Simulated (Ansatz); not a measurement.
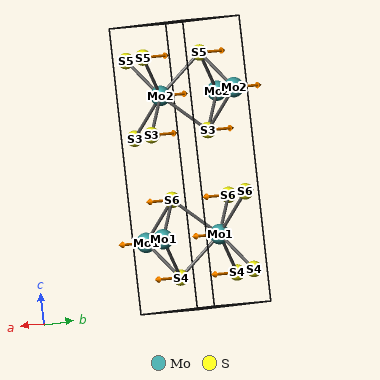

The system is MoS₂ (P6_3/mmc, No. 194; 6 atoms in the cell); the picture shows the reference structure; orange arrows give the pattern of the mode. The energy is mapped over a normal mode and a strain (zone-centre modes of the 6-atom cell of this scan) (x along [1 0 0], y along [1 2 0], z along [0 0 1] of the conventional cell). The first coordinate is: amplitude of mode 4 (53 cm⁻¹), largest displacement in the unstrained cell; the second: equal normal strain along x, y and z. Nothing is relaxed (the pattern is fixed in fractional coordinates). The grid has 7 × 7 points; 28 points were computed and 21 follow by symmetry. Points are written as (first, second). All energies are given in eV per cell relative to the lowest grid point. Level of theory: DFT LDA+D3(BJ), scalar-relativistic, plane waves, PAW in Ansatz 0.2.0. Settings: cutoff 420 eV, k-mesh 12×12×4 in the order of the run's cell vectors, gaussian smearing 0.05 eV, no spin polarisation.

Its coordinates:

```yaml
crystal:
  lattice:
    - [3.08475, 0.00000, 0.00000]
    - [-1.54238, 2.67147, 0.00000]
    - [0.00000, 0.00000, 11.48139]
  atoms:
    - { symbol: Mo, position: [0.33333, 0.66667, 0.25000] }
    - { symbol: Mo, position: [0.66667, 0.33333, 0.75000] }
    - { symbol: S, position: [0.33333, 0.66667, 0.61424] }
    - { symbol: S, position: [0.66667, 0.33333, 0.11424] }
    - { symbol: S, position: [0.33333, 0.66667, 0.88576] }
    - { symbol: S, position: [0.66667, 0.33333, 0.38576] }
```

Range: amplitude of mode 4 (53 cm⁻¹), largest displacement in the unstrained cell from −0.526 to 0.526 Å; equal normal strain along x, y and z from −2.50 to 2.50 %.

**What landscape does the calculation give?**

The lowest grid point is at (0.000 Å, 0.00 %). It is the only kind of minimum in the scanned range. The highest grid point, (−0.526 Å, −2.50 %), lies 0.764 eV above the lowest.

| second ↓, first → | −0.526 | −0.351 | −0.175 | 0.000 | 0.175 | 0.351 | 0.526 |
| --- | --- | --- | --- | --- | --- | --- | --- |
| 2.50 | 0.548 | 0.426 | 0.325 | 0.288 | 0.325 | 0.426 | 0.548 |
| 1.67 | 0.416 | 0.283 | 0.173 | 0.132 | 0.173 | 0.283 | 0.416 |
| 0.83 | 0.342 | 0.197 | 0.078 | 0.033 | 0.078 | 0.197 | 0.342 |
| 0.00 | 0.335 | 0.178 | 0.049 | 0.000 | 0.049 | 0.178 | 0.335 |
| −0.83 | 0.398 | 0.228 | 0.088 | 0.036 | 0.088 | 0.228 | 0.398 |
| −1.67 | 0.540 | 0.356 | 0.205 | 0.148 | 0.205 | 0.356 | 0.540 |
| −2.50 | 0.764 | 0.565 | 0.402 | 0.341 | 0.402 | 0.565 | 0.764 |

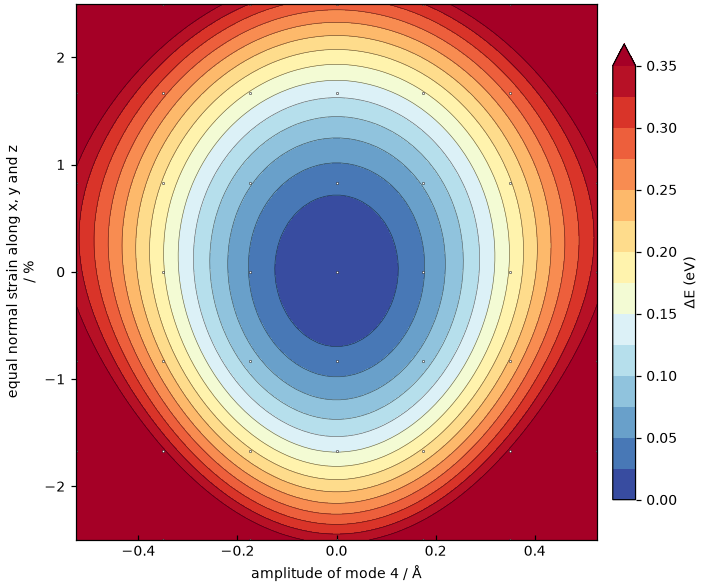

The picture shows filled contours, dots at the grid points, one colour for all values above the top of the scale. Between grid points the surface is interpolated.

Time for the 28 points that were run: 16 min on 2 threads of Arm Neoverse N1 (shared host).

PAW datasets: the set soft_1.
